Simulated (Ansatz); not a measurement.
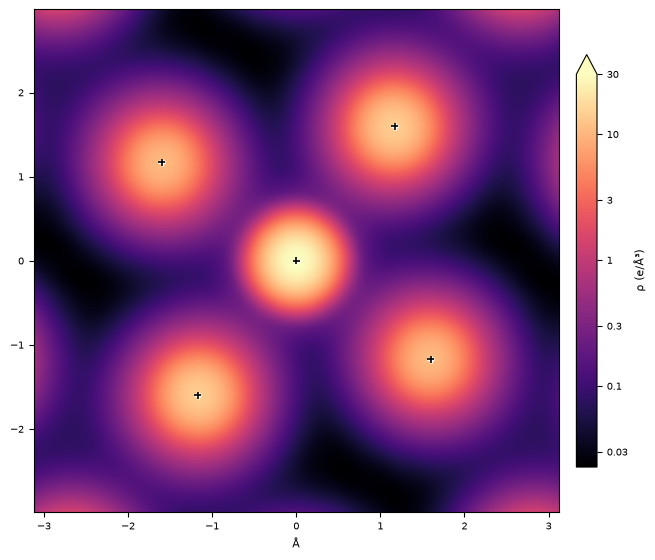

The valence pseudo-density on a plane through atoms (crosses mark nuclei in the plane).

These are results of Ansatz, DFT PBEsol, scalar-relativistic, plane waves, PAW, not measurements.

Candidates:
A. Pt, a = 2.73 Å, b = 2.73 Å, c = 9.51 Å, α = 90.27°, β = 89.73°, γ = 120.61°. Space group Immm; a structure from a database of computed crystals, not necessarily the ambient phase; changed on purpose from its base cell (all atoms moved at random, sigma 0.1 A a component, cell strained at random, sigma 0.1; relaxed back).
B. MgF2, a = 4.62 Å, b = 4.62 Å, c = 3.05 Å, α = 90.00°, β = 90.00°, γ = 90.00°. Space group P4₂/mnm.

Question: Which candidate gave the map?

Answer: Candidate B: MgF2 on the (111) plane of the conventional cell, which holds Mg and F. Mg–F (2.00 Å): the density is about 0.35 e/Å³ at the midpoint.
